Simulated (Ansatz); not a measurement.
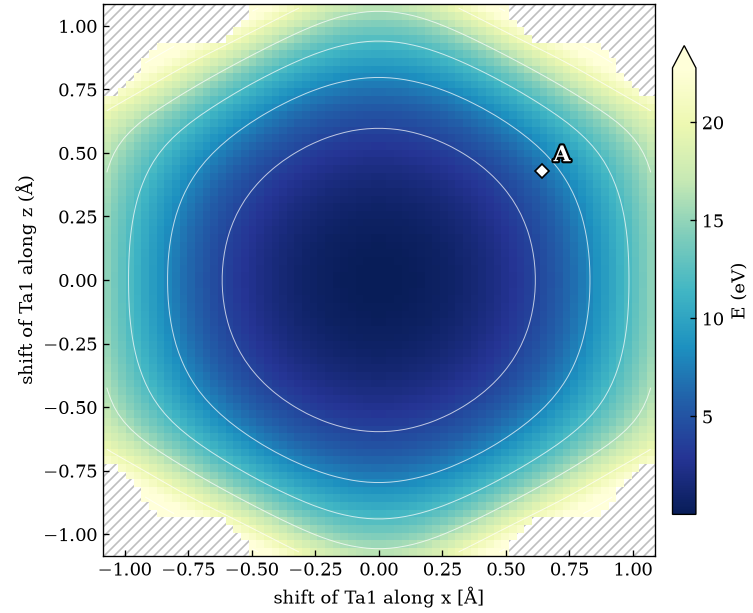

TaSi2 (P6_422, No. 181; 9 atoms in the cell). One atom moved over a plane, all else fixed (x along [1 0 0], y along [1 2 0], z along [0 0 1] of the conventional cell). The first coordinate is: shift of Ta1 along x; the second: shift of Ta1 along z. Nothing is relaxed (all other atoms fixed). The grid has 11 × 11 points; 32 points were computed and 73 follow by symmetry. At 16 points there is no value (left out of the scan, as a rule where atoms come close). Energies: eV per cell, counted from the lowest grid point. Method: DFT PBEsol, scalar-relativistic, plane waves, PAW in Ansatz. Settings: cutoff 420 eV, k-mesh 9×9×6 in the order of the run's cell vectors, gaussian smearing 0.15 eV, no spin polarisation.

Drawn: a smooth colour map with a few white contour lines, one colour for all values above the top of the scale, hatched blanks where no value was computed, the point A. Between grid points the surface is interpolated.

> Is A at rest? If not, where is it pushed?

A, at shift of Ta1 along x = 0.642 Å, shift of Ta1 along z = 0.428 Å, is not a stationary point. The computed force is 21 eV/Å in the plane, pointing down and left in the picture (components −16.0 and −12.9 eV/Å).

PAW datasets: the set soft_1.
